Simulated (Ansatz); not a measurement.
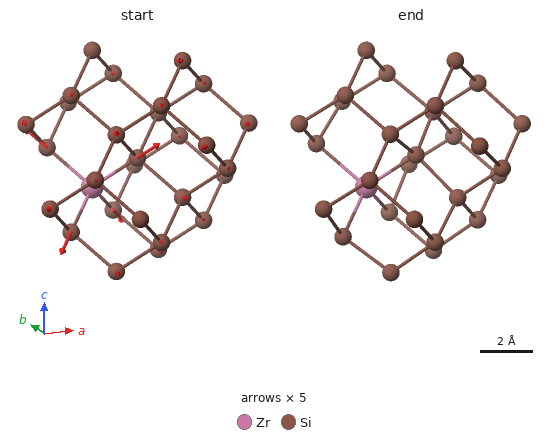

The structure of a defect cell of composition ZrSi31 before (left) and after (right) a relaxation, at one scale. The red arrows give the displacements, magnified 5 times.

A ball-and-stick model of the atoms within 5.0 Å of the atom that moves most (axes of the conventional cell (2 times the calculation's cell) (origin shifted)), seen slightly off an axis. Lengths and directions refer to the drawn axes.

These are results of DFT PBEsol, scalar-relativistic, plane waves, PAW in Ansatz 0.2.0, not measurements.

Input
```yaml
crystal:
  lattice:
    - [-5.4338340904, -5.4338340904, -5.4338340904]
    - [5.4338340904, 5.4338340904, -5.4338340904]
    - [5.4338340904, -5.4338340904, 5.4338340904]
  atoms:
    - { symbol: Zr, position: [0.5, 0.75, 0.5] }
    - { symbol: Si, position: [0.5, 0.5, 0.75] }
    - { symbol: Si, position: [0.25, 0.75, 0.75] }
    - { symbol: Si, position: [0.5, 0.25, 0.0] }
    - { symbol: Si, position: [0.25, 0.5, 0.0] }
    - { symbol: Si, position: [0.0, 0.75, 0.0] }
    - { symbol: Si, position: [0.5, 0.0, 0.25] }
    - { symbol: Si, position: [0.25, 0.25, 0.25] }
    - { symbol: Si, position: [0.0, 0.5, 0.25] }
    - { symbol: Si, position: [0.75, 0.75, 0.25] }
    - { symbol: Si, position: [0.25, 0.0, 0.5] }
    - { symbol: Si, position: [0.0, 0.25, 0.5] }
    - { symbol: Si, position: [0.75, 0.5, 0.5] }
    - { symbol: Si, position: [0.0, 0.0, 0.75] }
    - { symbol: Si, position: [0.75, 0.25, 0.75] }
    - { symbol: Si, position: [0.75, 0.0, 0.0] }
    - { symbol: Si, position: [0.75, 0.75, 0.5] }
    - { symbol: Si, position: [0.75, 0.5, 0.75] }
    - { symbol: Si, position: [0.5, 0.75, 0.75] }
    - { symbol: Si, position: [0.75, 0.25, 0.0] }
    - { symbol: Si, position: [0.5, 0.5, 0.0] }
    - { symbol: Si, position: [0.25, 0.75, 0.0] }
    - { symbol: Si, position: [0.75, 0.0, 0.25] }
    - { symbol: Si, position: [0.5, 0.25, 0.25] }
    - { symbol: Si, position: [0.25, 0.5, 0.25] }
    - { symbol: Si, position: [0.0, 0.75, 0.25] }
    - { symbol: Si, position: [0.5, 0.0, 0.5] }
    - { symbol: Si, position: [0.25, 0.25, 0.5] }
    - { symbol: Si, position: [0.0, 0.5, 0.5] }
    - { symbol: Si, position: [0.25, 0.0, 0.75] }
    - { symbol: Si, position: [0.0, 0.25, 0.75] }
    - { symbol: Si, position: [0.0, 0.0, 0.0] }
  host:
    lattice:
      - [0.0, 2.7169170452, 2.7169170452]
      - [2.7169170452, 0.0, 2.7169170452]
      - [2.7169170452, 2.7169170452, 0.0]
    atoms:
      - { symbol: Si, position: [0.25, 0.25, 0.25] }
      - { symbol: Si, position: [0.0, 0.0, 0.0] }
basis:
  ecutwfc: 420
  xc_grid: 2
kpoints:
  mp_grid: { grid: [2, 2, 2], shift: [0.5, 0.5, 0.5] }
hamiltonian:
  xc: pbesol
scf:
  occupations: { method: gaussian, width: 0.02 }
output:
  forces: true
  stress: false
  eigenvalues: true
  charged_corrections: { defect_position: [0.5, 0.75, 0.5] }
  write_density: true
  write_potential: true
  elf: true
  volumetric_format: npy
relax:
  adjacent_minimum: "off"
  f_tol: 0.03
  max_steps: 40
```

Launched with:
```bash
ansatz run input.yaml --threads 8 --pin off --max-ram 16384MiB --backend cpu --events-out ev --progress --plain --runs-dir out
```

Question: What changed between the two?

Answer: The largest moves, 0.24 Å, are those of Si17, Si19, Si25 and Si27. Si19 goes along [1 −1 1]. Zr stays in place. The cell doesn't change. Some distances before and after: Zr1–Si17 2.353 → 2.593 Å, Si11–Si27 2.353 → 2.330 Å. Bond angles that change, for instance: Si19–Si2–Si21 109.5° → 103.9°, Zr1–Si19–Si2 109.5° → 104.4°, Si2–Si19–Si3 109.5° → 114.0°. Over 2 accepted moves (3 points after the start) the energy falls by 1.557 eV per cell of the calculation. The largest force component goes from 2 to 0.018 eV/Å. 1 step only repeated the SCF at the same geometry. The run took 15 s on 8 threads of Arm Neoverse V1, on a shared host, peak memory 1 GiB.
